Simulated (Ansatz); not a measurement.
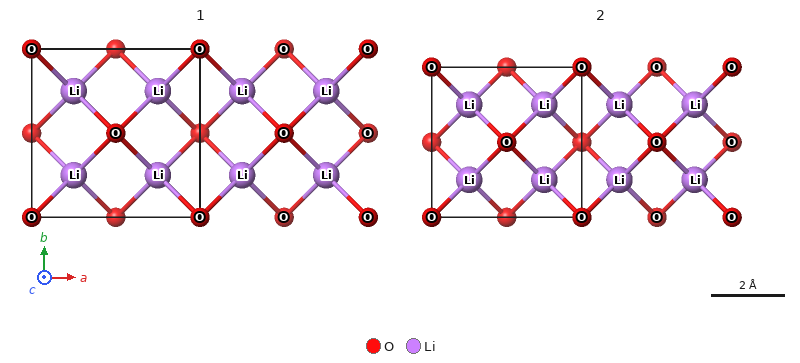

Two geometries of crystalline Li₂O (built on the antifluorite type), drawn at one scale. One is the start of a relaxation, the other its converged end. Style: ball-and-stick. Shown: the conventional cell (4 times the calculation's cell), repeated 2 × 1 × 1 with one cell outlined, along the c axis. Lengths and directions refer to the drawn axes.

Computed with Ansatz 0.2.0, DFT, PBE, plane waves, PAW. Settings: plane-wave cutoff 420 eV; k-point mesh 10 × 10 × 10; occupations fermi dirac; smearing width 0.02 eV; no spin polarisation; cell and atoms relaxed; force threshold 0.005 eV/Å.

Which of the two is the end point?

Structure 1 is the relaxed one. No atom moves by more than 0.005 Å relative to the cell. The volume changes by +40.7 %, with a = b = c 4.128 → 4.625 Å (+12.1 %). Near-neighbour distances that change, for instance: Li–Li 2.064 → 2.313 Å, Li–O 1.787 → 2.003 Å. The space group stays Fm-3m (No. 225). After 7 accepted moves (9 points after the start) the energy has fallen by 0.890 eV per cell of the calculation. All forces vanish by symmetry, so only the cell relaxes. Pressure: 52.64 GPa at the start and 0.05 GPa at the end. The SCF was repeated twice at an unchanged geometry on a basis and grid sized afresh for the cell, which shifted the energy by 98.4 meV per cell of the calculation at most.
